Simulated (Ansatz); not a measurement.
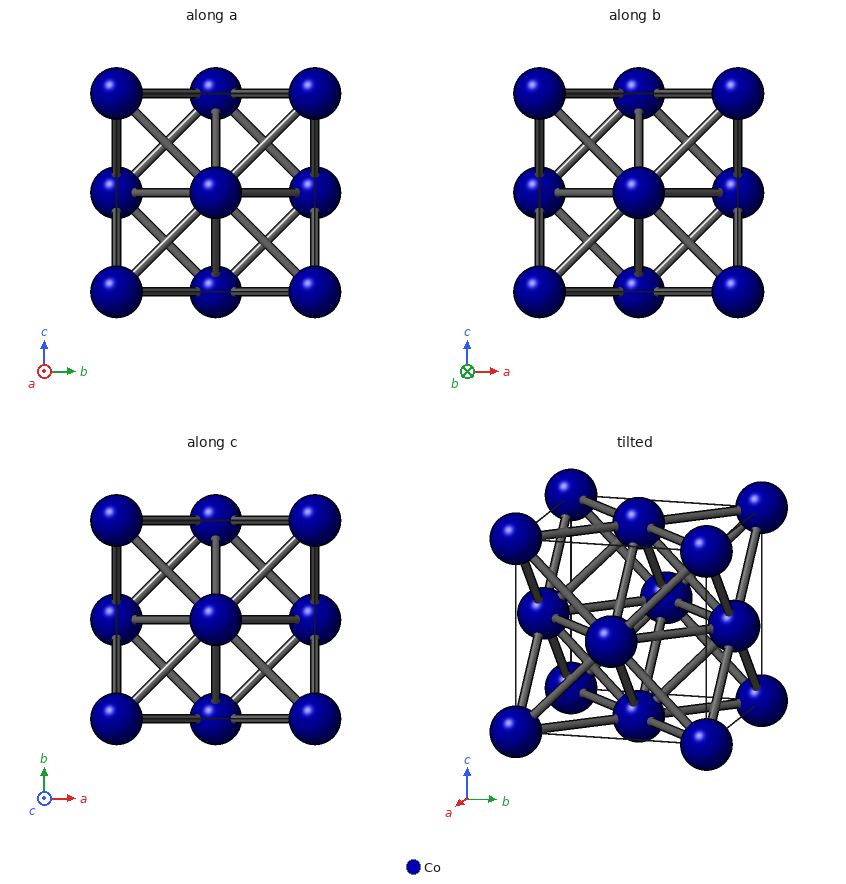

An orthographic ball-and-stick view of the structure, along the a axis, along the b axis, along the c axis and slightly off an axis. Atoms at the boundary of the conventional unit cell (the box) are drawn once for each face, edge or corner they touch.

Lattice parameters: a = 3.504 Å, b = 3.504 Å, c = 3.504 Å, α = 90.00°, β = 90.00°, γ = 90.00°. Put a along x and b in the xy plane.

Q: Put the structure into a POSCAR file.

A:
```
Co
1.0
     3.504    0.000    0.000
     0.000    3.504    0.000
     0.000    0.000    3.504
Co
4
Direct
  0.0000 0.0000 0.0000
  0.0000 0.5000 0.5000
  0.5000 0.0000 0.5000
  0.5000 0.5000 0.0000
```

The model was built from a structure type filled with this element by a generator (whether the element takes this form wasn't checked). Earlier steps of the study may have refined or changed the cell and positions. It was run through Ansatz as a DFT input.

At this level of theory the cell isn't at rest (stretched, at -18 GPa), so its distances can differ from those at equilibrium, the more so the softer the solid.
